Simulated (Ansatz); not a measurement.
# Run report: WSe2, single-point calculation

- system: WSe2 (P-3m1, 12 atoms in the cell)
- method: DFT, PBE, plane waves, PAW, Ueff = 2 eV on W d, no spin polarisation (Ansatz 0.2.0)

The structure derives from a Materials Project entry.

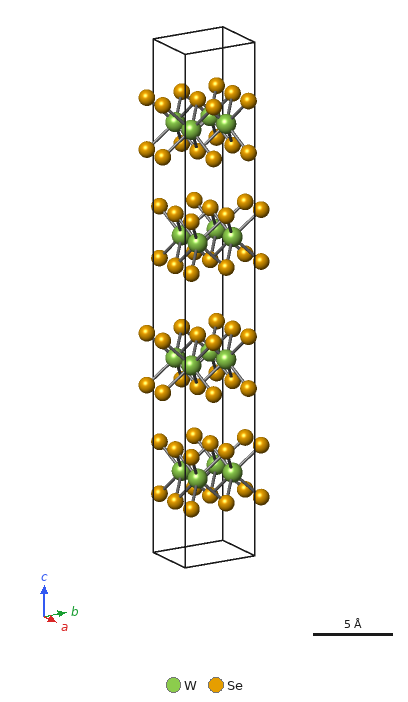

**Figure 1.** The structure as given in the input (ball-and-stick view of the 2 × 2 repeat of the cell, with the vacuum cut short, seen slightly off an axis; bonded neighbours outside the cell are drawn too). An atom can appear more than once, as a periodic image.

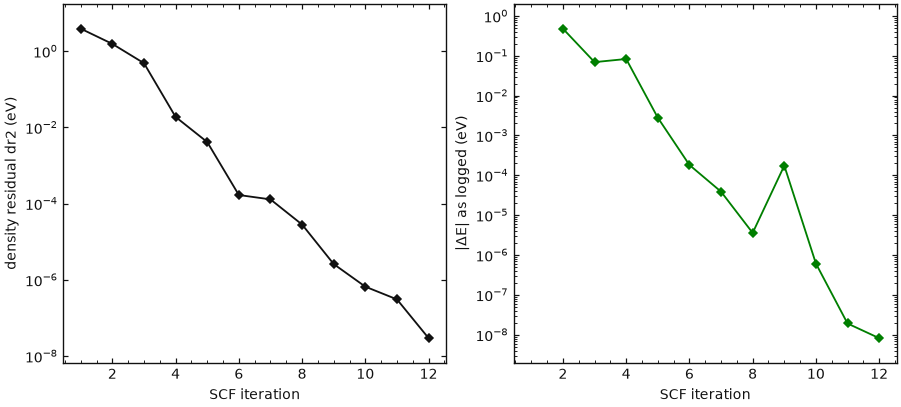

**Figure 2.** Convergence of the self-consistent field: density residual dr2 and size of the energy change against the SCF iteration. The residual falls at every step.

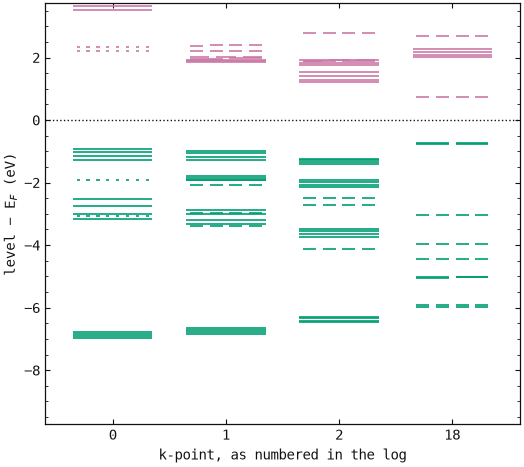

**Figure 3.** Kohn–Sham levels near the Fermi level (dotted) at the few k-points that the log prints; levels within 0.02 eV of each other stand side by side. Among these points the highest filled and lowest empty levels are 1.45 eV apart, which is the gap on the mesh.

These pictures come from the run below.

Input file
```yaml
crystal:
  lattice:
    - [3.3206779253, 0.0, 0.0]
    - [-1.6603389626, 2.8757914411, 0.0]
    - [0.0, 0.0, 38.77010103]
  atoms:
    - { symbol: W, position: [0.6666666667, 0.3333333333, 0.9017078257] }
    - { symbol: W, position: [0.6666666667, 0.3333333333, 0.2946354518] }
    - { symbol: W, position: [0.3333333333, 0.6666666667, 0.7053645482] }
    - { symbol: W, position: [0.3333333333, 0.6666666667, 0.0982921743] }
    - { symbol: Se, position: [0.3333333333, 0.6666666667, 0.9449957699] }
    - { symbol: Se, position: [0.3333333333, 0.6666666667, 0.3379185078] }
    - { symbol: Se, position: [0.6666666667, 0.3333333333, 0.7486531892] }
    - { symbol: Se, position: [0.6666666667, 0.3333333333, 0.1415801794] }
    - { symbol: Se, position: [0.3333333333, 0.6666666667, 0.8584198206] }
    - { symbol: Se, position: [0.3333333333, 0.6666666667, 0.2513468108] }
    - { symbol: Se, position: [0.6666666667, 0.3333333333, 0.6620814922] }
    - { symbol: Se, position: [0.6666666667, 0.3333333333, 0.0550042301] }
basis:
  ecutwfc: 420
kpoints:
  mp_grid: { grid: [12, 12, 1] }
hamiltonian:
  xc: pbe
  hubbard: { sites: [{ species: W, l: d, u_eff: 2.0 }], double_counting: fll }
scf:
  occupations: { method: gaussian, width: 0.02 }
output:
  forces: true
  eigenvalues: true
  stress: true
```

Launched with:
```bash
ansatz run input.yaml --threads 4 --pin off --max-ram 10240MiB --backend cpu --events-out ev --progress --plain --runs-dir out
```

Log
```
W: projections on atomic orbitals take those of the free atom [Kr 4d10 4f14] 5s2 5p6 5d4 6s2, of charge +0.00 (hamiltonian.pseudopotentials.projection_atoms); the dataset's partial waves leave at most 6.5e-5 of an orbital's norm unspanned inside its sphere
Se: projections on atomic orbitals take those of the free atom [Ar] 3d10 4s2 4p4, of charge +0.00 (hamiltonian.pseudopotentials.projection_atoms); the dataset's partial waves leave at most 2.3e-6 of an orbital's norm unspanned inside its sphere
Engine: ansatz 0.2.0, aarch64-unknown-linux-gnu
Pseudopotentials: kind: paw
Pseudopotential: W, paw, valence charge 14, recommended cutoff 420 eV (normal), W.paw.azcp
Pseudopotential: Se, paw, valence charge 16, recommended cutoff 420 eV (normal), Se.paw.azcp
Functional definition: PBE
  parameter kappa = 0.804
  parameter beta = 0.06672455060314922
  exchange = pbe_x(kappa = kappa, mu = beta*pi^2/3)
  correlation = pbe_c(beta = beta)
Crystal: 12 atoms, lattice volume = 370.238 Å³
Basis set: ecut = 420 eV, 7341 PW (Γ), exchange–correlation on 48×48×540 points (8 copies of the dense FFT grid, shifted against one another)
Bands: 111, of which v1, the nominal top of the filled ones, is band 92 counted from 1 (91 counted from 0)
Symmetry: 12 space group operations
Space group: P-3m1 (ITA 164), of the structure as read, at distance tolerance 7.2e-5 Å
k-points: 19 of 144
Non-local potential: W, projectors of the file, l = 0: 3, l = 1: 2, l = 2: 2, l = 3: 1
Non-local potential: Se, projectors of the file, l = 0: 2, l = 1: 2, l = 2: 3, l = 3: 1
PAW form: soft (Blöchl's): semilocal exchange-correlation on the pseudo side does not see the compensation charge
PAW one-centre angular grid: W, 590 points (default); XC on 64 Gauss nodes
PAW one-centre angular grid: Se, 590 points (default); XC on 64 Gauss nodes
Initial density: superposition of atomic densities (neutral atoms: chi_scale 0, normalization atom)
Initial wavefunctions: pseudopotential atomic-orbital guess
Functional: x = pbe(κ = 0.804, μ = 0.2195149727645171), c = pbe(β = 0.06672455060314922)
iter 1 solved again at ethr=2.08e-3 eV; its pass at ethr=3.10e-3 eV (dr2=3.83e0 eV) is discarded
SCF iter   1: F=—  HF=-85289.334064 eV  |F-HF|=—  |Δ(HF+E_count)|=         —  Δρ=2.92e-2  dr2=3.89e0  ethr=2.08e-3  ⟨swp⟩=1.6  Hψ=10259  notcnv=0
preconditioner: auto → Resta (q_TF=auto, 2.428 Å⁻¹)  ε∞=4.4  [insulator: Δε(μ)=1.470 eV  Ē_g=8.865 eV  σ=0.020 eV  W_gap=1.00  n_scr=106 (ndim 8)  ℏωp=16.4 eV  f_vac=0.339  D(μ)=0.00/eV (n_scr^D=0)  ε∞_Penn≈4.4  vacuum switching on, ρ_ref=5.7e-3 e/Å³]
SCF iter   2: F=—  HF=-85288.853757 eV  |F-HF|=—  |Δ(HF+E_count)|=   4.80e-1  Δρ=1.47e-2  dr2=1.55e0  ethr=2.08e-3  ⟨swp⟩=2.4  Hψ=2978  notcnv=0
SCF iter   3: F=—  HF=-85288.784392 eV  |F-HF|=—  |Δ(HF+E_count)|=   6.94e-2  Δρ=8.41e-3  dr2=4.83e-1  ethr=8.40e-4  ⟨swp⟩=2.7  Hψ=3050  notcnv=0  defer=197
SCF iter   4: F=—  HF=-85288.701150 eV  |F-HF|=—  |Δ(HF+E_count)|=   8.32e-2  Δρ=1.70e-3  dr2=1.88e-2  ethr=2.63e-4  ⟨swp⟩=2.5  Hψ=2794  notcnv=0  defer=241
SCF iter   5: F=—  HF=-85288.703949 eV  |F-HF|=—  |Δ(HF+E_count)|=   2.80e-3  Δρ=7.07e-4  dr2=4.12e-3  ethr=1.02e-5  ⟨swp⟩=2.7  Hψ=3713  notcnv=0  defer=241
SCF iter   6: F=—  HF=-85288.704131 eV  |F-HF|=—  |Δ(HF+E_count)|=   1.82e-4  Δρ=1.69e-4  dr2=1.68e-4  ethr=2.24e-6  ⟨swp⟩=2.0  Hψ=3621  notcnv=0  defer=241
SCF iter   7: F=—  HF=-85288.704092 eV  |F-HF|=—  |Δ(HF+E_count)|=   3.89e-5  Δρ=1.05e-4  dr2=1.29e-4  ethr=9.14e-8  ⟨swp⟩=2.1  Hψ=3542  notcnv=0  defer=241
SCF iter   8: F=—  HF=-85288.704096 eV  |F-HF|=—  |Δ(HF+E_count)|=   3.59e-6  Δρ=3.76e-5  dr2=2.82e-5  ethr=7.02e-8  ⟨swp⟩=2.0  Hψ=2398  notcnv=0  defer=241
SCF iter   9: F=—  HF=-85288.703921 eV  |F-HF|=—  |Δ(HF+E_count)|=   1.75e-4  Δρ=1.64e-5  dr2=2.59e-6  ethr=1.53e-8  ⟨swp⟩=2.0  Hψ=2438  notcnv=0  defer=241
SCF iter  10: F=—  HF=-85288.703922 eV  |F-HF|=—  |Δ(HF+E_count)|=   6.11e-7  Δρ=6.72e-6  dr2=6.61e-7  ethr=1.41e-9  ⟨swp⟩=2.1  Hψ=2548  notcnv=0  defer=241
SCF iter  11: F=—  HF=-85288.703922 eV  |F-HF|=—  |Δ(HF+E_count)|=   1.91e-8  Δρ=4.43e-6  dr2=3.07e-7  ethr=3.59e-10  ⟨swp⟩=2.0  Hψ=2430  notcnv=0  defer=241
SCF iter  12: F=-85288.703922 eV  HF=-85288.703922 eV  |F-HF|=2.02e-8  |Δ(HF+E_count)|=   8.19e-9  Δρ=1.46e-6  dr2=2.95e-8  ethr=5.43e-11  ⟨swp⟩=11.2  Hψ=10408  notcnv=0
SCF 1 converged in 12 iterations: F = -85288.703922 eV  dr2 = 2.95e-8
  greatest PAW one-centre occupation: 1.000 electrons in one spin orbital (limit 2), on the Se atom at site 10 (counted from 0), in its partial waves of l = 2
SCF converged after 12 iterations
Free energy (F): -85288.703922 eV
Harris-Foulkes:  -85288.703922 eV  (|F-HF|=2.02e-8)
Internal energy: -85288.703922 eV  (E = F + TS)
E sigma→0 (E₀):  -85288.703922 eV
Fermi energy:    7.281260 eV
--- Per-component energies (eV) ---
  E_band       = -4480.220081
  E_kinetic    = 2750.455952
  E_local      = -137928.658695  (includes V_loc(G=0)·N_el)
  E_nonlocal   = -4759.600716
  E_hartree    = 67976.051713
  E_xc         = -1902.546716
  E_vxc        = -1742.219241  (∫ρ·V_xc dr)
  E_hubbard    = 9.942193  (on-site DFT+U / exact-exchange correction)
  E_vhub       = -0.142274  (the Hubbard potential's part of the band-sum identity)
  E_paw        = -49542.264154  (= ΣΔE_a)
  E_vpaw       = 1247.869191  (= ΣTr[D̂ρ^β])
  E_aug_tail   = -0.004976  (compensation charges beyond the density's cutoff)
  E_ewald      = 38107.921476
  E_smearing   = -0.000000  (= −TS)
  E_closure    = -0.000000  (closes the sum)
  Σ components = -85288.703922   (vs F -85288.703922, Δ=0.00e0)
--- Forces (eV/Å), atoms counted from 1 ---
  atom   1  W      0.00000000     0.00000000     0.00002182
  atom   2  W      0.00000000     0.00000000    -0.00003681
  atom   3  W      0.00000000    -0.00000000     0.00003681
  atom   4  W     -0.00000000    -0.00000000    -0.00002182
  atom   5  Se     0.00000000    -0.00000000     0.00072058
  atom   6  Se     0.00000000    -0.00000000     0.00073322
  atom   7  Se     0.00000000     0.00000000     0.00061188
  atom   8  Se     0.00000000     0.00000000     0.00064312
  atom   9  Se    -0.00000000    -0.00000000    -0.00064312
  atom  10  Se     0.00000000    -0.00000000    -0.00061188
  atom  11  Se     0.00000000     0.00000000    -0.00073322
  atom  12  Se    -0.00000000     0.00000000    -0.00072058
  max |Σ_I F_I| component: 2.54e-17 eV/Å
--- Stress (GPa, compression-positive) ---
        0.053782      -0.000000       0.000000
       -0.000000       0.053782      -0.000000
        0.000000      -0.000000       0.004324
  P = ⅓ Tr σ = 0.0373 GPa (0.373 kbar)
--- Band table (eV; the first three rows and the last of 19) ---
  k-point 0: bands = ["-67.4492", "-67.4492", "-67.4488", "-67.4488", "-40.9532", "-40.9532", "-40.9532", "-40.9532", "-40.9526", "-40.9526", "-40.9526", "-40.9526", "-40.9526", "-40.9526", "-40.9526", "-40.9526", "-40.9517", "-40.9517", "-40.9517", "-40.9517", "-40.9202", "-40.9202", "-40.9202", "-40.9202", "-40.9195", "-40.9195", "-40.9195", "-40.9195", "-40.9191", "-40.9191", "-40.9191", "-40.9191", "-40.9180", "-40.9180", "-40.9180", "-40.9180", "-40.9068", "-40.9068", "-40.9060", "-40.9060", "-40.9047", "-40.9047", "-40.9036", "-40.9036", "-31.7029", "-31.7029", "-31.7024", "-31.7024", "-31.6077", "-31.6077", "-31.6077", "-31.6077", "-31.6073", "-31.6073", "-31.6073", "-31.6073", "-8.1324", "-8.1260", "-8.1181", "-8.1121", "-6.9104", "-6.8986", "-6.8843", "-6.8735", "0.3164", "0.3711", "0.4411", "0.4972", "4.1079", "4.2051", "4.2051", "4.2056", "4.2056", "4.2060", "4.2060", "4.2062", "4.2062", "4.2852", "4.5262", "4.7426", "5.3746", "5.3746", "5.3757", "5.3757", "5.3770", "5.3770", "5.3780", "5.3780", "5.9989", "6.1291", "6.2691", "6.3647", "9.4895", "9.4895", "9.4910", "9.4910", "9.4928", "9.4928", "9.4938", "9.4938", "9.6078", "9.6078", "9.6133", "9.6133", "9.6196", "9.6196", "9.6240", "9.6240", "10.7964", "10.9130", "11.0613"]
  k-point 1: bands = ["-67.4486", "-67.4486", "-67.4482", "-67.4482", "-40.9531", "-40.9531", "-40.9529", "-40.9529", "-40.9527", "-40.9527", "-40.9526", "-40.9526", "-40.9524", "-40.9524", "-40.9523", "-40.9523", "-40.9517", "-40.9517", "-40.9514", "-40.9514", "-40.9203", "-40.9203", "-40.9203", "-40.9203", "-40.9196", "-40.9196", "-40.9196", "-40.9196", "-40.9193", "-40.9193", "-40.9191", "-40.9191", "-40.9181", "-40.9181", "-40.9180", "-40.9180", "-40.9067", "-40.9067", "-40.9059", "-40.9059", "-40.9046", "-40.9046", "-40.9034", "-40.9034", "-31.7000", "-31.7000", "-31.6995", "-31.6995", "-31.6220", "-31.6220", "-31.6216", "-31.6216", "-31.6110", "-31.6110", "-31.6107", "-31.6106", "-8.0320", "-8.0256", "-8.0177", "-8.0117", "-6.8582", "-6.8468", "-6.8329", "-6.8224", "0.4478", "0.5024", "0.5725", "0.6287", "3.8970", "3.8977", "3.8984", "3.8989", "3.9485", "4.0930", "4.2748", "4.3032", "4.3038", "4.3044", "4.3048", "4.4185", "5.2016", "5.2029", "5.2045", "5.2056", "5.3483", "5.3717", "5.4182", "5.4809", "5.9900", "6.1038", "6.2202", "6.2967", "9.1265", "9.1641", "9.2103", "9.2483", "9.2551", "9.2982", "9.2988", "9.3002", "9.4747", "9.4810", "9.4888", "9.4945", "9.6652", "9.6685", "9.6721", "9.6745", "11.1446", "11.3200", "11.5287"]
  k-point 2: bands = ["-67.4469", "-67.4469", "-67.4465", "-67.4465", "-40.9530", "-40.9530", "-40.9528", "-40.9528", "-40.9525", "-40.9525", "-40.9521", "-40.9521", "-40.9518", "-40.9518", "-40.9517", "-40.9517", "-40.9516", "-40.9516", "-40.9507", "-40.9507", "-40.9204", "-40.9204", "-40.9204", "-40.9204", "-40.9198", "-40.9198", "-40.9197", "-40.9197", "-40.9197", "-40.9197", "-40.9192", "-40.9192", "-40.9185", "-40.9185", "-40.9181", "-40.9181", "-40.9063", "-40.9063", "-40.9055", "-40.9055", "-40.9042", "-40.9042", "-40.9031", "-40.9031", "-31.6920", "-31.6920", "-31.6916", "-31.6916", "-31.6608", "-31.6608", "-31.6604", "-31.6604", "-31.6201", "-31.6201", "-31.6197", "-31.6197", "-7.7443", "-7.7380", "-7.7302", "-7.7244", "-6.7096", "-6.6992", "-6.6865", "-6.6770", "0.8140", "0.8679", "0.9373", "0.9933", "3.1535", "3.1551", "3.1570", "3.1585", "3.5375", "3.6268", "3.7304", "3.8056", "4.5746", "4.5757", "4.5769", "4.5777", "4.7968", "4.7985", "4.8005", "4.8019", "5.1402", "5.1963", "5.2846", "5.3757", "5.8748", "5.9366", "5.9966", "6.0340", "8.4883", "8.5745", "8.6924", "8.8071", "9.0356", "9.0981", "9.1615", "9.1749", "9.1825", "9.1918", "9.1987", "9.2037", "10.0595", "10.0661", "10.0739", "10.0795", "11.5894", "11.8296", "12.2395"]
  k-point 18: bands = ["-67.4391", "-67.4391", "-67.4387", "-67.4387", "-40.9515", "-40.9515", "-40.9509", "-40.9509", "-40.9505", "-40.9505", "-40.9504", "-40.9504", "-40.9502", "-40.9502", "-40.9500", "-40.9500", "-40.9495", "-40.9495", "-40.9492", "-40.9492", "-40.9219", "-40.9219", "-40.9212", "-40.9212", "-40.9211", "-40.9211", "-40.9204", "-40.9204", "-40.9202", "-40.9202", "-40.9201", "-40.9201", "-40.9191", "-40.9191", "-40.9190", "-40.9190", "-40.9048", "-40.9048", "-40.9040", "-40.9040", "-40.9025", "-40.9025", "-40.9014", "-40.9014", "-31.7653", "-31.7653", "-31.7649", "-31.7649", "-31.7415", "-31.7415", "-31.7411", "-31.7411", "-31.6540", "-31.6540", "-31.6536", "-31.6536", "-5.9375", "-5.9375", "-5.9368", "-5.9368", "-5.7949", "-5.7949", "-5.7941", "-5.7941", "1.2982", "1.3042", "1.3116", "1.3174", "1.3559", "1.3559", "1.3567", "1.3567", "2.2440", "2.2532", "2.2645", "2.2730", "2.8283", "2.8283", "2.8335", "2.8335", "3.3131", "3.3131", "3.3192", "3.3192", "4.2553", "4.2553", "4.2587", "4.2587", "6.5191", "6.5301", "6.5438", "6.5544", "8.0084", "8.0084", "8.0088", "8.0088", "9.2982", "9.3731", "9.4695", "9.5480", "9.9716", "9.9716", "9.9821", "9.9821", "11.3969", "11.3969", "11.4327", "11.4327", "12.3378", "12.3378", "12.3875"]
Occupation matrices written to [file]
```

Key numbers

```json
{"quantity": "outcome", "value": "converged"}
{"quantity": "space group (tolerance 0.01 Å)", "value": "P-3m1 (164)"}
{"quantity": "electrons treated", "value": "184"}
{"quantity": "free energy", "value": "−85288.7039 eV"}
{"quantity": "Fermi energy", "value": "7.281 eV"}
{"quantity": "gap on the k-point mesh", "value": "1.45 eV"}
{"quantity": "pressure", "value": "0.04 GPa"}
{"quantity": "largest force (length of the vector)", "value": "0.001 eV/Å"}
{"quantity": "hardware", "value": "4 threads of Arm Neoverse N1, 24 GiB of memory available, shared host"}
{"quantity": "wall time", "value": "31 s (CPU time 2 min)"}
{"quantity": "peak memory", "value": "1.7 GiB"}
```

Notes

Settings chosen away from the usual ones: hamiltonian.hubbard set to {"sites": [{"species": "W", "l": "d", "u_eff": 2.0}], "double_counting": "fll"}. Spin–orbit coupling is left out, which matters for W.
